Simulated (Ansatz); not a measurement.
Consider Nb3Sn.

Input file:

```
crystal:
  lattice:
    - [5.2821, 0.0, 0.0]
    - [0.0, 5.2821, 0.0]
    - [0.0, 0.0, 5.2821]
  atoms:
    - { symbol: Nb, position: [0.25, 0.0, 0.5] }
    - { symbol: Nb, position: [0.5, 0.75, 0.0] }
    - { symbol: Nb, position: [0.75, 0.0, 0.5] }
    - { symbol: Nb, position: [0.5, 0.25, 0.0] }
    - { symbol: Nb, position: [0.0, 0.5, 0.75] }
    - { symbol: Nb, position: [0.0, 0.5, 0.25] }
    - { symbol: Sn, position: [0.0, 0.0, 0.0] }
    - { symbol: Sn, position: [0.5, 0.5, 0.5] }
basis:
  ecutwfc: 420
kpoints:
  mp_grid: { grid: [8, 8, 8] }
hamiltonian:
  xc: pbesol
scf:
  occupations: { method: gaussian, width: 0.1 }
output:
  forces: true
  stress: true
  eigenvalues: true
  populations: true
  write_density: true
  write_potential: true
  elf: true
  volumetric_format: npy
```

Run with:

```sh
ansatz run input.yaml --threads 2 --pin off --max-ram 5120MiB --backend cpu --events-out ev --progress --plain --runs-dir out
```

Below, planes, directions and counts refer to the conventional cell (a = 5.28 Å, b = 5.28 Å, c = 5.28 Å, α = 90.00°, β = 90.00°, γ = 90.00°).

Space group Pm-3n; computed pressure about −2 GPa in this cell.

Theory: DFT PBEsol, scalar-relativistic, plane waves, PAW in Ansatz.

Predict the valence pseudo-density and electron localisation function between the atoms.

Nb–Nb (2.64 Å): the density is about 0.44 e/Å³ at the midpoint; the ELF is about 0.30 at the midpoint.
Nb–Sn (2.95 Å): ρ at the midpoint is about 0.25 e/Å³; the ELF is about 0.30 at the midpoint: no localised pair shows between them.

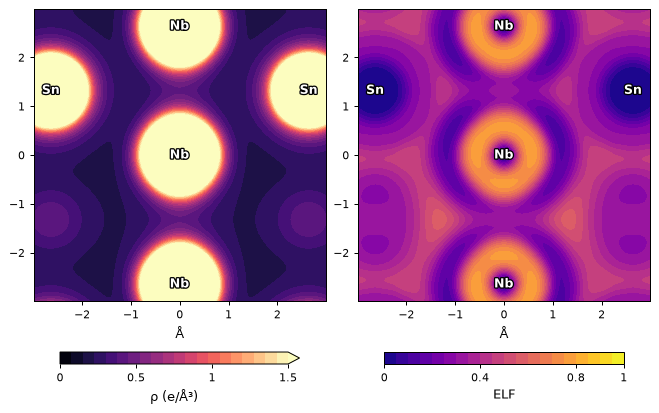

Computed valence pseudo-density and electron localisation function on the (100) plane of the conventional cell, in this order. 
